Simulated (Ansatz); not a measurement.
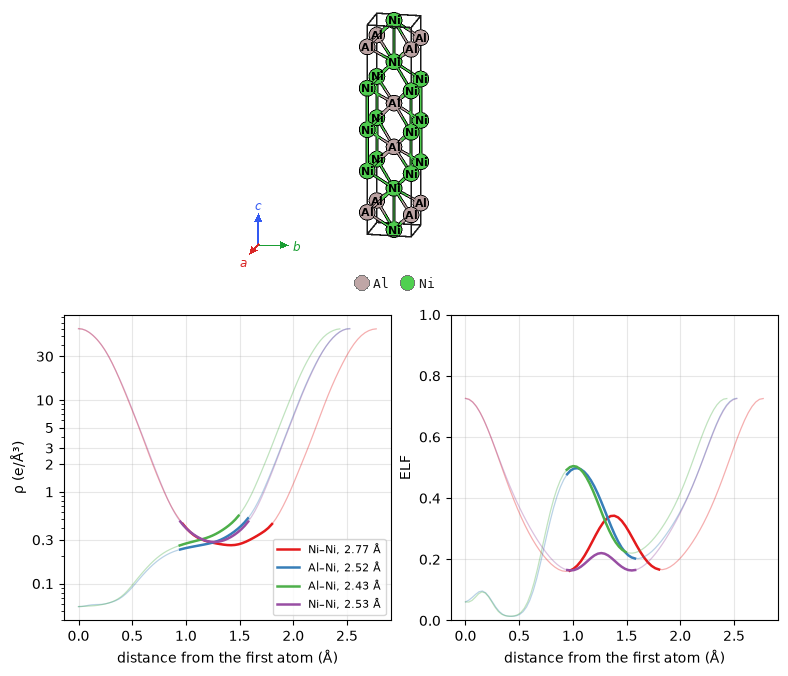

*Al2Ni3. Valence charge density (pseudo) and electron localisation function along straight lines between neighbouring atoms. Thin, pale parts lie inside the atomic spheres. The structure is drawn too.*

Space group I4/mmm; a structure generated by program, which may or may not match a known phase; computed pressure about −6 GPa in this cell; computed without spin polarisation.

Computed with Ansatz 0.2.0, DFT r2SCAN, scalar-relativistic, plane waves, PAW.

Core electrons are frozen (PAW), and the valence fields are smoothed inside the atomic spheres.

Input

```
crystal:
  lattice:
    - [-1.4523724482, 1.4523724482, 7.0183518234]
    - [1.4523724482, -1.4523724482, 7.0183518234]
    - [1.4523724482, 1.4523724482, -7.0183518234]
  atoms:
    - { symbol: Al, position: [0.895436694, 0.895436694, 0.0] }
    - { symbol: Al, position: [0.104563306, 0.104563306, 0.0] }
    - { symbol: Ni, position: [0.5, 0.5, 0.0] }
    - { symbol: Ni, position: [0.6975091312, 0.6975091312, 0.0] }
    - { symbol: Ni, position: [0.3024908688, 0.3024908688, 0.0] }
basis:
  ecutwfc: 500
kpoints:
  mp_grid: { grid: [20, 20, 20] }
  band_path:
    path:
      - [[0.0, 0.0, 0.0], [0.0, 0.0, 0.5], [0.25, 0.25, 0.25], [0.0, 0.5, 0.0], [0.0, 0.0, 0.0], [0.5, 0.5, -0.5], [0.26070596, 0.73929404, -0.26070596]]
      - [[-0.26070596, 0.26070596, 0.26070596], [0.0, 0.0, 0.0]]
      - [[0.0, 0.0, 0.5], [-0.02141193, 0.02141193, 0.5]]
      - [[0.5, 0.5, -0.02141193], [0.5, 0.5, -0.5]]
    npoints: 14
hamiltonian:
  xc: r2scan
scf:
  occupations: { method: gaussian, width: 0.1 }
  n_extra_bands: 12
output:
  forces: true
  stress: true
  eigenvalues: true
  populations: true
  dos: { projected: true, de: 0.02, nscf_kmesh: { grid: [24, 24, 24] } }
  bader: true
  write_density: true
  write_potential: true
  elf: true
  volumetric_format: npy
```

Command:

```sh
ansatz run input.yaml --threads 4 --pin off --max-ram 8192MiB --backend cpu --events-out ev --progress --plain --runs-dir out
```

Below, planes, directions and counts refer to the conventional cell (a = 2.90 Å, b = 2.90 Å, c = 14.04 Å, α = 90.00°, β = 90.00°, γ = 90.00°).

**Compare the contacts.**

Ni–Ni (2.77 Å): ρ at the midpoint is about 0.26 e/Å³; the ELF is about 0.35 at the midpoint.
Al–Ni (2.52 Å): ρ is about 0.28 e/Å³ halfway; the ELF is about 0.40 at the midpoint.
Al–Ni (2.43 Å): ρ at the midpoint is about 0.32 e/Å³; the ELF is about 0.40 at the midpoint.
Ni–Ni (2.53 Å): ρ at the midpoint is about 0.28 e/Å³; the ELF is about 0.20 at the midpoint (no localised pair shows between them).
